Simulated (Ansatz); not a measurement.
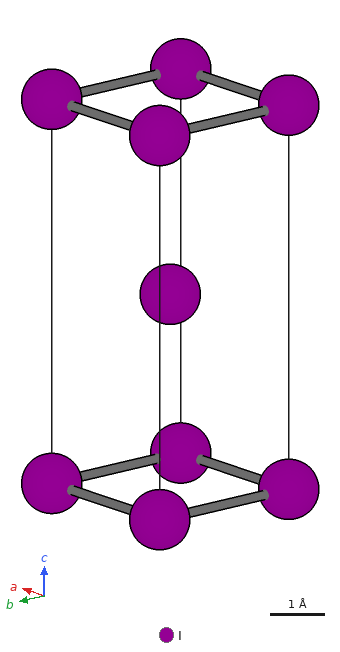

This is solid I (set up in Fmmm). The picture is a ball-and-stick view of the larger cell on standard axes (2 times the calculation's cell), seen from a free direction.

All numbers below come from Ansatz, DFT PBEsol, scalar-relativistic, plane waves, PAW. Settings: plane-wave cutoff 420 eV; k-point mesh 14 × 14 × 14; occupations gaussian; smearing width 0.1 eV; no spin polarisation.

Change: The volume is changed by +3.0 %. The cell's shape and the atoms are relaxed at that volume.

> Predict the response.

The volume changes by +3.0 %, with a = b 3.173 → 3.179 Å (+0.2 %), c 7.536 → 7.733 Å (+2.6 %). No atom moves by more than 0.005 Å relative to the cell. Near-neighbour distances before and after: I–I 3.173 → 3.179 Å. The space group stays Fmmm (No. 69). Energy change: +1.0 meV per atom. Pressure: 0.0 GPa before, −0.3 GPa after. It is metallic before and after.

Drawn alike, the variant:

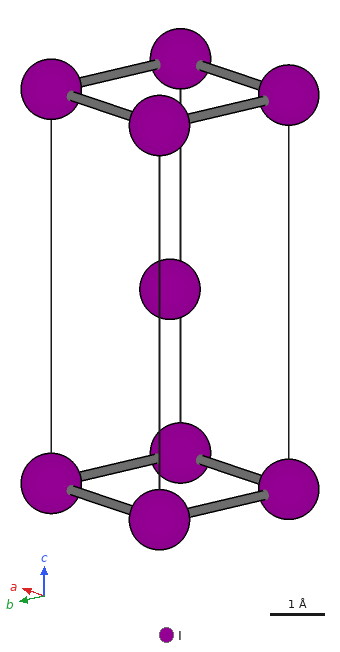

Limits of the set-up: an odd number of electrons was run without spin polarisation, which fails if the electron would localise; layers or molecules are held without a dispersion correction, so their spacing is unreliable.
